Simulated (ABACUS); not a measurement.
# Hf: 7 runs along one coordinate

System: Hf (2 atoms in the cell).
Method: Kohn-Sham DFT of a periodic cell, PBEsol, SPMS ONCV 1.0 PBE, no spin polarisation (ABACUS 3.10.1).

The 7 runs differ only in the geometry, by an even scaling of the cell at fixed fractional positions. The structure derives from an entry of the Crystallography Open Database.

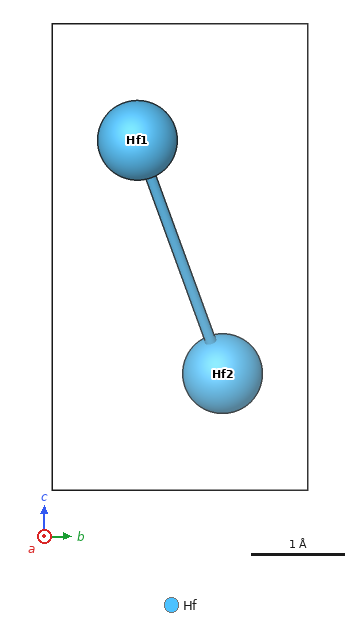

Figure 1. The structure of run 4 (ball-and-stick view of the cell of the calculation, along the a axis; atoms are numbered from 1 in the order of the input).

## The input of run 4
```
INPUT_PARAMETERS
suffix              Hf
calculation         scf
basis_type          pw
pseudo_dir          ./
symmetry            1
dft_functional      pbesol
ecutwfc             60
pseudo_rcut         10
nspin               1
nbands              16
ks_solver           dav
smearing_method     fd
smearing_sigma      0.00367493
scf_thr             1e-08
scf_nmax            100
mixing_type         broyden
mixing_beta         0.7
cal_force           1
cal_stress          1
kpar                4
```

## File STRU of run 4
```
ATOMIC_SPECIES
Hf 178.4900 72_Hf_12_2.3_3.0_pbe_n_v1.0.upf

LATTICE_CONSTANT
1.8897261246

LATTICE_VECTORS
3.1967000000 0.0000000000 0.0000000000
-1.5983500000 2.7684234083 0.0000000000
0.0000000000 0.0000000000 5.0578000000

ATOMIC_POSITIONS
Direct

Hf
0.0
2
0.6666666667 0.3333333333 0.7500000000 1 1 1
0.3333333333 0.6666666667 0.2500000000 1 1 1
```

## File KPT of run 4
```
K_POINTS
0
Gamma
8 8 4 0 0 0
```

Command:
```bash
OMP_NUM_THREADS=1 mpirun -np 4 abacus > log
```

Lattice vectors (Å) and fractional positions of run 4:
```
   3.196700    0.000000    0.000000
  -1.598350    2.768423    0.000000
   0.000000    0.000000    5.057800
Hf  0.666667  0.333333  0.750000
Hf  0.333333  0.666667  0.250000
```

Run 5 differs from it as follows:
```diff
-3.1967000000 0.0000000000 0.0000000000
--1.5983500000 2.7684234083 0.0000000000
-0.0000000000 0.0000000000 5.0578000000
+3.2178708157 0.0000000000 0.0000000000
+-1.6089354078 2.7867578725 0.0000000000
+0.0000000000 0.0000000000 5.0912963404
```

## Results, with one run withheld

```csv
run,volume per atom (Å³),"free energy per atom, from the lowest run given (meV)",pressure (GPa)
1,21.037,6.35,3.63
2,21.485,0.00,0.99
3,21.933,0.66,−1.40
4,22.380,7.67,−3.56
5,22.828,?,?
6,23.276,38.46,−7.32
7,23.723,61.24,−8.95
```

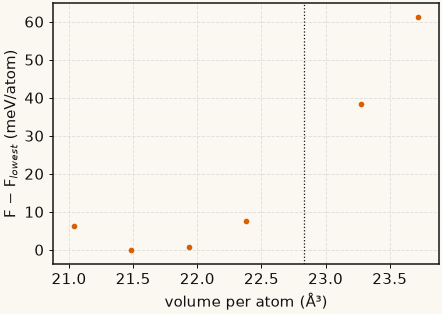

Figure 2. Free energy per atom of the runs given; the dotted line marks run 5.

Fit the runs given and predict run 5.

A cubic polynomial in V^(−2/3) (the Birch–Murnaghan form), fitted to the 6 runs given, misses them by at most 0.01 meV per atom. With x = V^(−2/3) − 0.12632 Å⁻², it reads F = 5.4501 − 5074.7 x + 1.0798e+06 x² − 1.5472e+06 x³ (meV per atom). At run 5 it gives 20.44 meV per atom, and the run itself gives 20.44. The slope of the fit gives a pressure −dF/dV of −5.54 GPa there, and the run prints −5.53 GPa. The fit has its minimum at 21.663 Å³ per atom, where V d²F/dV² gives 116 GPa. Cell shape and fractional positions are held, so this is the stiffness under even scaling; the relaxed bulk modulus wasn't computed.

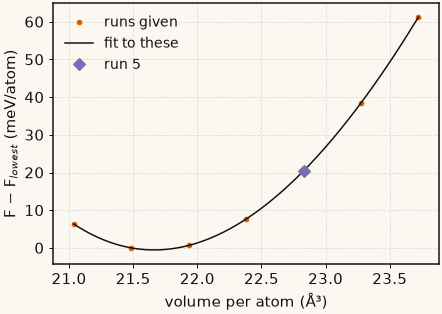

Figure 3. The fit and the withheld run.

## Some lines of the output (run 5)
```
[...]
                          Volume (Bohr^3) = 308.101
                             Volume (A^3) = 45.6558
 E_Fermi        1.0437068304         14.2003599347
 E_Fermi        1.0320335421         14.0415367001
 E_Fermi        1.0313484406         14.0322154153
 E_Fermi        1.0312301890         14.0306065196
 E_Fermi        1.0313480967         14.0322107365
 E_KS(sigma->0) -225.4451805879      -3067.3390426341
 E_Fermi        1.0313483201         14.0322137766
 final etot is -3067.3439117 eV
 EFERMI = 14.032213777 eV
 TOTAL-PRESSURE: -55.293554 KBAR
 !FINAL_ETOT_IS -3067.3439116884710529 eV
```

Notes: Spin–orbit coupling is left out, which matters for Hf.
